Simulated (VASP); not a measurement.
## BN: band-structure calculation

- system: BN (I4/mmm, 2 atoms in the cell)
- method: DFT, PBE, plane waves, PAW (VASP 6.6.1)

The structure was built on a prototype by a generator. The geometry comes from this level: r2SCAN (a point of a series of strains). It belongs to a series of runs on one base structure; here: biaxial_xy strain +1.9%.

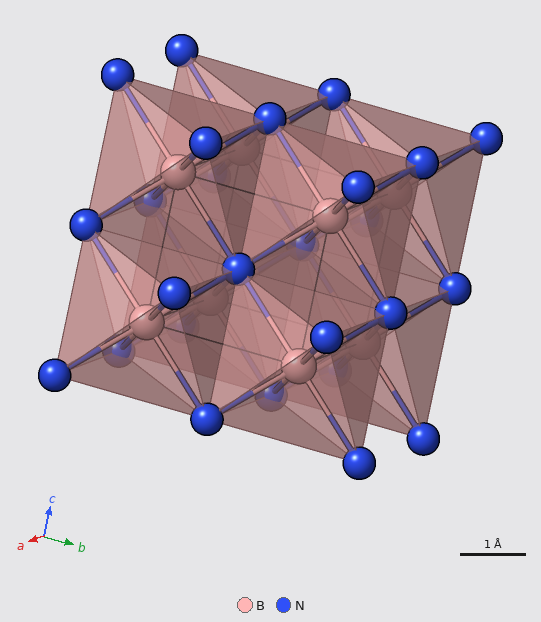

Fig. 1: The structure as given in the input (polyhedral view of the reduced cell, seen slightly off an axis; polyhedra are completed across the faces of the cell).

Key numbers:

- outcome: converged
- space group (tolerance 0.01 Å): I4/mmm (139)
- electrons treated: 8
- free energy: −13.9359 eV
- Fermi energy: 10.285 eV
- band gap: 0.65 eV
- pressure: −9.70 GPa
- largest force (length of the vector): under 0.001 eV/Å
- hardware: 1 CPU thread, shared host
- wall time: 7.9 s
- peak memory: 0.14 GiB

Notes:

The cell is under a tension of 9.7 GPa at this level, so it is not at its equilibrium volume.

INCAR:
```
ENCUT = 520.000000
SIGMA = 0.020000
EDIFF = 1.00e-07
GGA = PE
PREC = Accurate
IBRION = -1
ISIF = 2
ISMEAR = -1
NBANDS = 11
NELM = 120
NSW = 0
LASPH = .TRUE.
LCHARG = .TRUE.
LELF = .TRUE.
LWAVE = .FALSE.
LREAL = .FALSE.
```

KPOINTS:
```
KPOINTS created by Atomic Simulation Environment
0
Gamma
12 12 12
0 0 0
```

KPOINTS_OPT:
```
special points
7
Reciprocal
0.0000000000 0.0000000000 0.0000000000 1
0.5000000000 0.0000000000 0.5000000000 1
0.6250000000 0.2500000000 0.6250000000 1
0.3750000000 0.3750000000 0.7500000000 1
0.5000000000 0.5000000000 0.5000000000 1
0.5000000000 0.2500000000 0.7500000000 1
0.0000000000 0.1666666667 -0.1666666667 1
```

POSCAR:
```
B  N
 1.0000000000000000
     0.0000000000000000    1.7786474624999999    1.7458259350000001
     1.7786474624999999    0.0000000000000000    1.7458259350000001
     1.7786474624999999    1.7786474624999999    0.0000000000000000
 B   N
   1   1
Cartesian
  0.0000000000000000  0.0000000000000000  0.0000000000000000
  1.7786474624999999  1.7786474624999999  1.7458259350000001
```

Launched with:
```bash
mpirun -np 1 vasp_std
```

OSZICAR:
```
N       E                     dE             d eps       ncg     rms          rms(c)
DAV:   1     0.117159687723E+02    0.11716E+02   -0.49707E+03  3690   0.730E+02
DAV:   2    -0.142331774532E+02   -0.25949E+02   -0.24556E+02  4234   0.156E+02
DAV:   3    -0.147497533581E+02   -0.51658E+00   -0.51517E+00  4273   0.186E+01
DAV:   4    -0.147503142540E+02   -0.56090E-03   -0.56087E-03  3979   0.636E-01
DAV:   5    -0.147503145226E+02   -0.26862E-06   -0.26851E-06  4210   0.149E-02    0.619E+00
DAV:   6    -0.139224197475E+02    0.82789E+00   -0.43854E+00  3955   0.107E+01    0.228E+00
DAV:   7    -0.139314423723E+02   -0.90226E-02   -0.72461E-02  3928   0.237E+00    0.153E+00
DAV:   8    -0.139360972368E+02   -0.46549E-02   -0.69853E-03  3820   0.628E-01    0.315E-01
DAV:   9    -0.139358546351E+02    0.24260E-03   -0.11329E-03  3948   0.176E-01    0.868E-02
DAV:  10    -0.139358633752E+02   -0.87400E-05   -0.45354E-05  4045   0.499E-02    0.691E-03
DAV:  11    -0.139358632689E+02    0.10629E-06   -0.12564E-06  4066   0.724E-03    0.341E-03
DAV:  12    -0.139358632978E+02   -0.28868E-07   -0.57719E-08  2841   0.216E-03
   1 F= -.13935863E+02 E0= -.13935863E+02  d E =-.195031E-09
       N       E                     dE             ncg
DAV:   1     0.136340998775E+04   -0.23067E+04      162
DAV:   2     0.117672591271E+04   -0.18668E+03      181
DAV:   3     0.117267306056E+04   -0.40529E+01      181
DAV:   4     0.117266867032E+04   -0.43902E-02      172
DAV:   5     0.117266866735E+04   -0.29712E-05      178
DAV:   6     0.117266866735E+04   -0.25218E-08      172
```

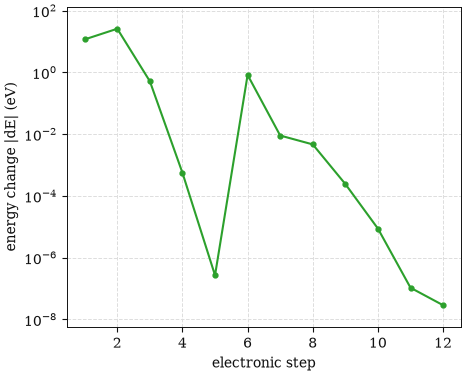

Fig. 2: Convergence of the self-consistent field: energy change |dE| against the electronic step. It takes 12 electronic steps. The density is held fixed in the first few steps, and dE rises again when its update begins.

Parts of OUTCAR:
```
k-points           NKPTS =    163   k-points in BZ     NKDIM =    163   number of bands    NBANDS=     11

   NELECT =       8.0000    total number of electrons

   dimension x,y,z NGX =    20 NGY =   20 NGZ =   20
   dimension x,y,z NGXF=    40 NGYF=   40 NGZF=   40

  energy-cutoff  :      520.00
  volume of cell :       11.05
      direct lattice vectors                 reciprocal lattice vectors
     0.000000000  1.778647462  1.745825935    -0.281112480  0.281112480  0.286397395
     1.778647462  0.000000000  1.745825935     0.281112480 -0.281112480  0.286397395
     1.778647462  1.778647462  0.000000000     0.281112480  0.281112480 -0.286397395

 k-points in reciprocal lattice and weights: KPOINTS created by Atomic Simulation Env
   0.00000000  0.00000000  0.00000000       0.001
   0.08333333  0.00000000  0.00000000       0.005
   0.16666667  0.00000000  0.00000000       0.005
   0.25000000  0.00000000  0.00000000       0.005
   0.33333333  0.00000000  0.00000000       0.005
   0.41666667 -0.00000000  0.00000000       0.005
   0.50000000  0.00000000  0.00000000       0.002
   0.08333333  0.08333333  0.00000000       0.001
   0.16666667  0.08333333  0.00000000       0.005
   0.25000000  0.08333333  0.00000000       0.005
   0.33333333  0.08333333  0.00000000       0.005
   0.41666667  0.08333333  0.00000000       0.005
   0.50000000  0.08333333  0.00000000       0.005
  -0.41666667  0.08333333  0.00000000       0.005
  -0.33333333  0.08333333  0.00000000       0.005
  -0.25000000  0.08333333  0.00000000       0.005
  -0.16666667  0.08333333  0.00000000       0.005
  -0.08333333  0.08333333  0.00000000       0.002
   0.16666667  0.16666667  0.00000000       0.001
   0.25000000  0.16666667  0.00000000       0.005
   0.33333333  0.16666667  0.00000000       0.005
   0.41666667  0.16666667  0.00000000       0.005
   0.50000000  0.16666667  0.00000000       0.005
  -0.41666667  0.16666667  0.00000000       0.005
  -0.33333333  0.16666667  0.00000000       0.005
  -0.25000000  0.16666667  0.00000000       0.005
  -0.16666667  0.16666667  0.00000000       0.002
   0.25000000  0.25000000  0.00000000       0.001
   0.33333333  0.25000000  0.00000000       0.005
   0.41666667  0.25000000  0.00000000       0.005
   0.50000000  0.25000000  0.00000000       0.005
  -0.41666667  0.25000000  0.00000000       0.005
  -0.33333333  0.25000000  0.00000000       0.005
  -0.25000000  0.25000000  0.00000000       0.002
   0.33333333  0.33333333  0.00000000       0.001
   0.41666667  0.33333333  0.00000000       0.005
   0.50000000  0.33333333  0.00000000       0.005
  -0.41666667  0.33333333  0.00000000       0.005
  -0.33333333  0.33333333  0.00000000       0.002
   0.41666667  0.41666667  0.00000000       0.001
   0.50000000  0.41666667  0.00000000       0.005
  -0.41666667  0.41666667  0.00000000       0.002
   0.50000000  0.50000000  0.00000000       0.001
   0.08333333  0.00000000  0.08333333       0.002
   0.16666667 -0.00000000  0.08333333       0.009
   0.25000000  0.00000000  0.08333333       0.009
   0.33333333  0.00000000  0.08333333       0.009
   0.41666667  0.00000000  0.08333333       0.009
   0.50000000 -0.00000000  0.08333333       0.009
  -0.41666667 -0.00000000  0.08333333       0.009
  -0.33333333  0.00000000  0.08333333       0.009
  -0.25000000  0.00000000  0.08333333       0.009
  -0.16666667 -0.00000000  0.08333333       0.009
  -0.08333333 -0.00000000  0.08333333       0.005
   0.25000000  0.16666667  0.08333333       0.005
   0.33333333  0.16666667  0.08333333       0.009
   0.41666667  0.16666667  0.08333333       0.009
   0.50000000  0.16666667  0.08333333       0.009
  -0.41666667  0.16666667  0.08333333       0.009
  -0.33333333  0.16666667  0.08333333       0.009
  -0.25000000  0.16666667  0.08333333       0.009
  -0.16666667  0.16666667  0.08333333       0.009
  -0.08333333  0.16666667  0.08333333       0.005
   0.33333333  0.25000000  0.08333333       0.005
   0.41666667  0.25000000  0.08333333       0.009
   0.50000000  0.25000000  0.08333333       0.009
  -0.41666667  0.25000000  0.08333333       0.009
  -0.33333333  0.25000000  0.08333333       0.009
  -0.25000000  0.25000000  0.08333333       0.009
  -0.16666667  0.25000000  0.08333333       0.005
   0.41666667  0.33333333  0.08333333       0.005
   0.50000000  0.33333333  0.08333333       0.009
  -0.41666667  0.33333333  0.08333333       0.009
  -0.33333333  0.33333333  0.08333333       0.009
  -0.25000000  0.33333333  0.08333333       0.005
   0.50000000  0.41666667  0.08333333       0.005
  -0.41666667  0.41666667  0.08333333       0.009
  -0.33333333  0.41666667  0.08333333       0.005
  -0.41666667  0.50000000  0.08333333       0.002
   0.16666667  0.00000000  0.16666667       0.002
   0.25000000  0.00000000  0.16666667       0.009
   0.33333333  0.00000000  0.16666667       0.009
   0.41666667  0.00000000  0.16666667       0.009
   0.50000000  0.00000000  0.16666667       0.009
  -0.41666667  0.00000000  0.16666667       0.009
  -0.33333333 -0.00000000  0.16666667       0.009
  -0.25000000 -0.00000000  0.16666667       0.009
  -0.16666667  0.00000000  0.16666667       0.005
   0.25000000  0.08333333  0.16666667       0.005
   0.33333333  0.08333333  0.16666667       0.009
   0.41666667  0.08333333  0.16666667       0.009
   0.50000000  0.08333333  0.16666667       0.009
  -0.41666667  0.08333333  0.16666667       0.005
   0.41666667  0.25000000  0.16666667       0.005
   0.50000000  0.25000000  0.16666667       0.009
  -0.41666667  0.25000000  0.16666667       0.009
  -0.33333333  0.25000000  0.16666667       0.009
  -0.25000000  0.25000000  0.16666667       0.009
  -0.16666667  0.25000000  0.16666667       0.009
  -0.08333333  0.25000000  0.16666667       0.005
   0.50000000  0.33333333  0.16666667       0.005
  -0.41666667  0.33333333  0.16666667       0.009
  -0.33333333  0.33333333  0.16666667       0.009
  -0.25000000  0.33333333  0.16666667       0.009
  -0.16666667  0.33333333  0.16666667       0.005
  -0.41666667  0.41666667  0.16666667       0.005
  -0.33333333  0.41666667  0.16666667       0.009
  -0.25000000  0.41666667  0.16666667       0.005
  -0.33333333  0.50000000  0.16666667       0.002
   0.25000000  0.00000000  0.25000000       0.002
   0.33333333  0.00000000  0.25000000       0.009
   0.41666667  0.00000000  0.25000000       0.009
   0.50000000  0.00000000  0.25000000       0.009
  -0.41666667 -0.00000000  0.25000000       0.009
  -0.33333333  0.00000000  0.25000000       0.009
  -0.25000000 -0.00000000  0.25000000       0.005
   0.33333333  0.08333333  0.25000000       0.005
   0.41666667  0.08333333  0.25000000       0.009
   0.50000000  0.08333333  0.25000000       0.009
  -0.41666667  0.08333333  0.25000000       0.009
  -0.33333333  0.08333333  0.25000000       0.009
  -0.25000000  0.08333333  0.25000000       0.009
  -0.16666667  0.08333333  0.25000000       0.005
  -0.41666667  0.33333333  0.25000000       0.005
  -0.33333333  0.33333333  0.25000000       0.009
  -0.25000000  0.33333333  0.25000000       0.009
  -0.16666667  0.33333333  0.25000000       0.009
  -0.08333333  0.33333333  0.25000000       0.005
  -0.33333333  0.41666667  0.25000000       0.005
  -0.25000000  0.41666667  0.25000000       0.009
  -0.16666667  0.41666667  0.25000000       0.005
  -0.25000000  0.50000000  0.25000000       0.002
   0.33333333  0.00000000  0.33333333       0.002
   0.41666667 -0.00000000  0.33333333       0.009
   0.50000000  0.00000000  0.33333333       0.009
  -0.41666667  0.00000000  0.33333333       0.009
  -0.33333333  0.00000000  0.33333333       0.005
   0.41666667  0.08333333  0.33333333       0.005
   0.50000000  0.08333333  0.33333333       0.009
  -0.41666667  0.08333333  0.33333333       0.009
  -0.33333333  0.08333333  0.33333333       0.009
  -0.25000000  0.08333333  0.33333333       0.005
   0.50000000  0.16666667  0.33333333       0.005
  -0.41666667  0.16666667  0.33333333       0.009
  -0.33333333  0.16666667  0.33333333       0.005
  -0.25000000  0.41666667  0.33333333       0.005
  -0.16666667  0.41666667  0.33333333       0.009
  -0.08333333  0.41666667  0.33333333       0.005
  -0.16666667  0.50000000  0.33333333       0.002
   0.41666667  0.00000000  0.41666667       0.002
   0.50000000  0.00000000  0.41666667       0.009
  -0.41666667  0.00000000  0.41666667       0.005
   0.50000000  0.08333333  0.41666667       0.005
  -0.41666667  0.08333333  0.41666667       0.009
  -0.33333333  0.08333333  0.41666667       0.005
  -0.41666667  0.16666667  0.41666667       0.005
  -0.33333333  0.16666667  0.41666667       0.009
  -0.25000000  0.16666667  0.41666667       0.005
  -0.08333333  0.50000000  0.41666667       0.002
   0.50000000  0.00000000  0.50000000       0.001
  -0.41666667  0.08333333  0.50000000       0.002
  -0.33333333  0.16666667  0.50000000       0.002
  -0.25000000  0.25000000  0.50000000       0.001

 E-fermi :  10.2850

 k-point     1 :       0.0000    0.0000    0.0000
  band No.  band energies     occupation
      1     -12.1270      2.00000
      2       8.7357      2.00000
      3       9.1609      2.00000
      4       9.1609      2.00000
      5      18.3361      0.00000
      6      21.2699      0.00000
      7      21.2699      0.00000
      8      22.2510      0.00000
      9      28.1691      0.00000
     10      28.1691      0.00000
     11      28.4568      0.00000

 k-point     2 :       0.0833    0.0000    0.0000
  band No.  band energies     occupation
      1     -11.9368      2.00000
      2       8.1353      2.00000
      3       8.9300      2.00000
      4       9.1349      2.00000
      5      18.5964      0.00000
      6      20.6517      0.00000
      7      20.9203      0.00000
      8      21.8094      0.00000
      9      27.6428      0.00000
     10      28.6612      0.00000
     11      28.8311      0.00000

 k-point     3 :       0.1667    0.0000    0.0000
  band No.  band energies     occupation
      1     -11.3708      2.00000
      2       6.1317      2.00000
      3       8.9051      2.00000
      4       9.0819      2.00000
      5      18.6455      0.00000
      6      19.2176      0.00000
      7      19.7552      0.00000
      8      21.5423      0.00000
      9      27.3203      0.00000
     10      30.0562      0.00000
     11      30.1524      0.00000

 k-point     4 :       0.2500    0.0000    0.0000
  band No.  band energies     occupation
      1     -10.4482      2.00000
      2       3.5745      2.00000
      3       8.9647      2.00000
      4       9.0547      2.00000
      5      17.5996      0.00000
      6      17.7810      0.00000
      7      18.3814      0.00000
      8      22.0396      0.00000
      9      27.9558      0.00000
     10      32.2302      0.00000
     11      32.2408      0.00000

 k-point     5 :       0.3333    0.0000    0.0000
  band No.  band energies     occupation
      1      -9.2225      2.00000
      2       0.9678      2.00000
      3       9.0886      2.00000
      4       9.0979      2.00000
      5      16.1859      0.00000
      6      16.4555      0.00000
      7      17.5246      0.00000
      8      22.5644      0.00000
      9      29.3615      0.00000
     10      34.9912      0.00000
     11      35.0644      0.00000

 [... the levels of 157 k-points are left out ...]

 k-point   163 :      -0.2500    0.2500    0.5000
  band No.  band energies     occupation
      1      -4.3929      2.00000
      2       0.8044      2.00000
      3       0.8044      2.00000
      4       2.8689      2.00000
      5      16.9558      0.00000
      6      17.7056      0.00000
      7      23.6468      0.00000
      8      23.6468      0.00000
      9      29.6368      0.00000
     10      29.6368      0.00000
     11      47.7193      0.00000

  Total       -0.7403784     -0.7403784     -0.5264529      0.0000000      0.0000000      0.0000000
  in kB     -107.3874742   -107.3874742    -76.3588619      0.0000000      0.0000000      0.0000000
  external PRESSURE =     -97.0446034 kB  Pullay stress =       0.0000000 kB

 POSITION                                       TOTAL-FORCE (eV/Angst)
 -----------------------------------------------------------------------------------
      0.00000      0.00000      0.00000        -0.000000      0.000000     -0.000000
      1.77865      1.77865      1.74583         0.000000     -0.000000      0.000000
 -----------------------------------------------------------------------------------
    total drift:                                0.000000      0.000000      0.000000

  FREE ENERGIE OF THE ION-ELECTRON SYSTEM (eV)
  ---------------------------------------------------
  free  energy   TOTEN  =       -13.9358632978 eV

  energy  without entropy=      -13.9358632976  energy(sigma->0) =      -13.93586330
```

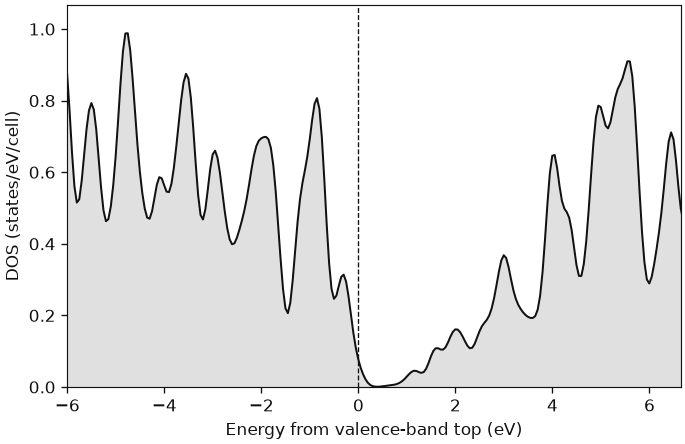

Fig. 3: Density of states (the curve is built from the levels of the k mesh with Gaussians 0.3 eV wide, which also blur the band edges), with energies from the valence-band top. There is a gap of 0.65 eV on the k-point mesh. Small ripples come from the finite k-point mesh.
